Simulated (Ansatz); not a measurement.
## STM study: Pd(100) (Fm-3m bulk, 6 atomic planes (those closer than 0.6 Å count as one), 10 Å)

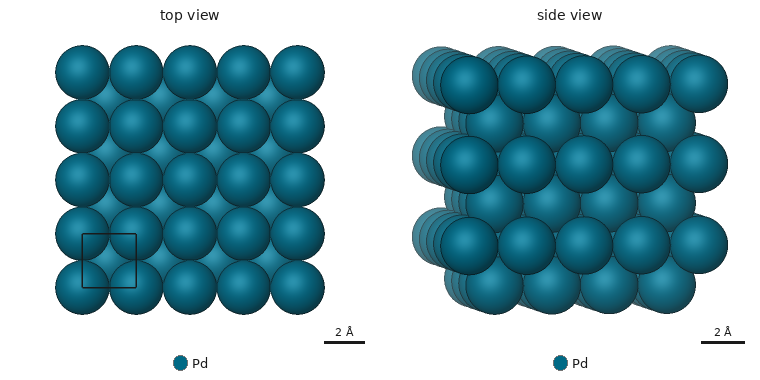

The relaxed structure from above and from the side.

Method: Ansatz, DFT PBEsol, scalar-relativistic, plane waves, PAW. Cutoff 420 eV, 18 × 18 k-points, Gaussian smearing 0.1 eV, dipole correction. The slab is a cut without reconstruction beyond its cell, at the source's lattice constants, with its lower half held fixed and the rest relaxed. No spin polarisation. The run couldn't confirm all of its levels under its output density. The run warns that the functional's potential is rough in the thin density of the vacuum, where the tip is; weak contrasts and barriers may feel it.

Model: Tersoff–Hamann, s-wave tip, no tip–sample forces. Bias windows are sharp sums over the levels of the k mesh.

```
CELL_PARAMETERS angstrom
2.75050 0.00000 0.00000
0.00000 2.75050 0.00000
0.00000 0.00000 29.72450
ATOMIC_POSITIONS crystal
Pd 0.50000 0.50000 0.33642
Pd 0.00000 0.00000 0.40185
Pd 0.50000 0.50000 0.46728
Pd 0.00000 0.00000 0.53163
Pd 0.50000 0.50000 0.59597
Pd 0.00000 0.00000 0.65974
```

The last single point, restarted from the relaxation's density, took 2.4 min on 1 thread of Arm Neoverse V1 (shared host), peak memory 0.73 GiB.

Part 1: One image

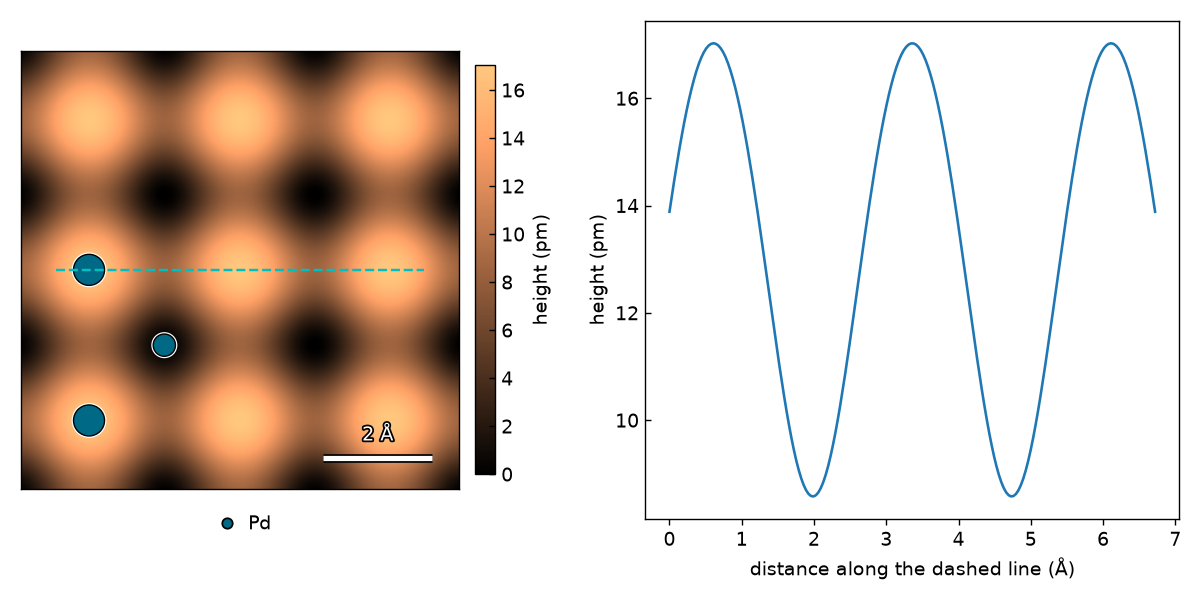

Constant-current image at a set point of 3.3 × 10⁻⁴ e/Å³ of this surface, sample bias −1.00 V. The atoms seen from above are drawn over one corner (deeper ones smaller). The right panel is the profile along the dashed line.

Question: Which atoms or sites appear bright, which dark, and how strong is the contrast?

Answer: The brightest spots lie over the top Pd atoms; the darkest points are over the sites above the Pd atoms 1.9 Å below the top plane. The corrugation is 17 pm at a mean tip height of 3.0 Å.

Part 2: Approach curves

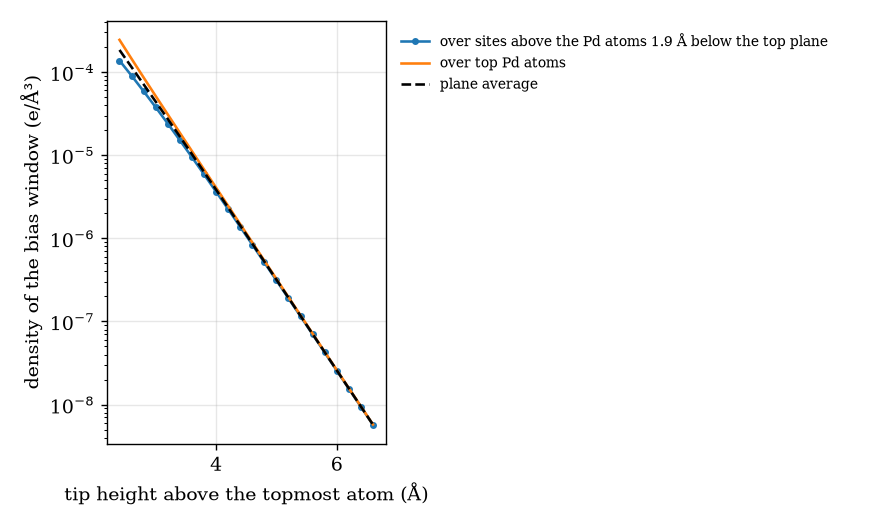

Approach curves over this surface at a sample bias of +0.25 V.

Question: Estimate the decay constant and the apparent barrier, and compare with the vacuum level, which the run puts 5.23 eV above zero bias.

Answer: Near 4 Å the plane average falls as exp(−2.47 z/Å), a factor of 12 per ångström, which gives an apparent barrier of 5.8 eV (0.952 eV Å² times the slope squared). The upper edge of the window lies 4.98 eV under the vacuum level. The apparent barrier is above 4.98 eV. The value exceeds even the 5.23 eV between the vacuum level and the deepest states of the window, so their depth alone doesn't explain it. States away from the zone centre decay faster, since their momentum along the surface adds to the barrier, and that may account for the rest.

Part 3: States by depth

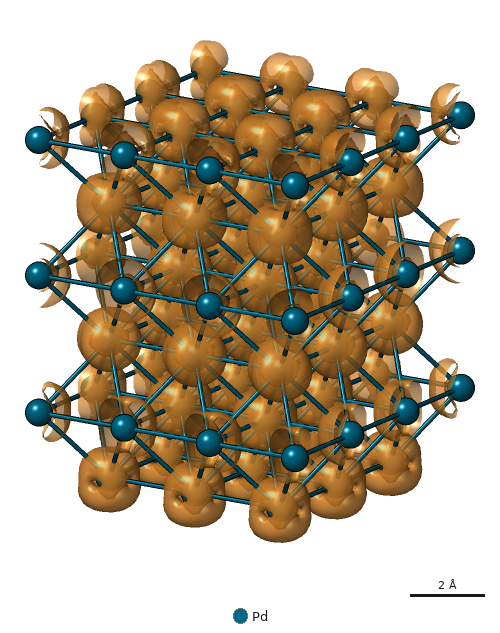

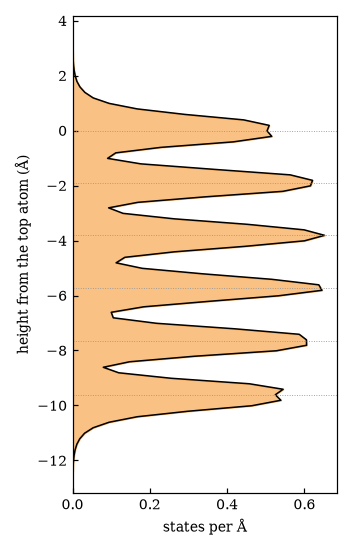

Density of all states between −0.25 and 0.00 eV (zero: the Fermi level) of this surface: orange isosurface at 6.2 × 10⁻² e/Å³, seen from the side, tilted, and the full density summed over planes, the part near the nuclei included (dotted lines mark the atomic planes).

The first picture shows the smooth PAW orbitals' density alone, which lacks about 45 % of these states' charge, near the nuclei; the shares below count all of it.

Question: How is this energy window spread over the atomic planes?

Answer: The window holds 4.3 states per cell. Shares by plane (space cut midway between planes), top to bottom: Pd 16 %, Pd 17 %, Pd 17 %, Pd 17 %, Pd 17 %, Pd 17 %; the outer planes' shares include the vacuum, and density in a gap between layers is shared out between the planes on either side. The states spread through the slab.
